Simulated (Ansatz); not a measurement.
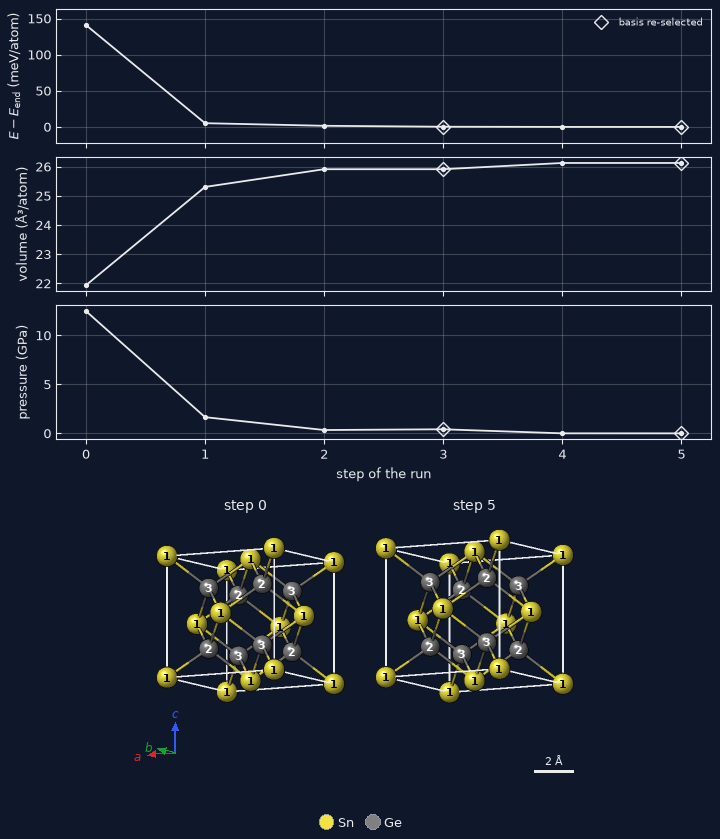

First and last geometry of a relaxation of crystalline SnGe2 (a generated structure, set up in Fm-3m) (coarse preliminary run), with the history of the run. A ball-and-stick model of the conventional cell (4 times the calculation's cell), seen from a free direction. Lengths and directions refer to the drawn axes.

Theory: DFT PBE, scalar-relativistic, plane waves, PAW in Ansatz 0.2.0. Settings: plane-wave cutoff 420 eV; k-point mesh 6 × 6 × 6; occupations gaussian; smearing width 0.1 eV; no spin polarisation; cell and atoms relaxed; force threshold 0.04 eV/Å; at most 70 steps.

> Read the history and describe the run.

It converged. The atoms keep their places relative to the cell (all moves are under 0.005 Å). The drawn cell changes as follows: a = b = c 6.409 → 6.793 Å (+6.0 %); the volume changes by +19.1 %. Some distances before and after: Sn1–Ge2 2.775 → 2.942 Å. The space group stays Fm-3m (No. 225). The energy falls by 141 meV per atom in 3 accepted moves (5 points after the start). All forces vanish by symmetry, so only the cell relaxes. Pressure: 12.48 GPa at the start and 0.00 GPa at the end. At 2 points the geometry stayed and the basis and grid were re-selected for the new cell (energy shift of 1.3 meV per atom at most each time). Cost: 8.1 s on 1 thread of Intel(R) Xeon(R) Platinum 8488C (Sapphire Rapids), with other jobs on the host, peak memory 0.52 GiB.
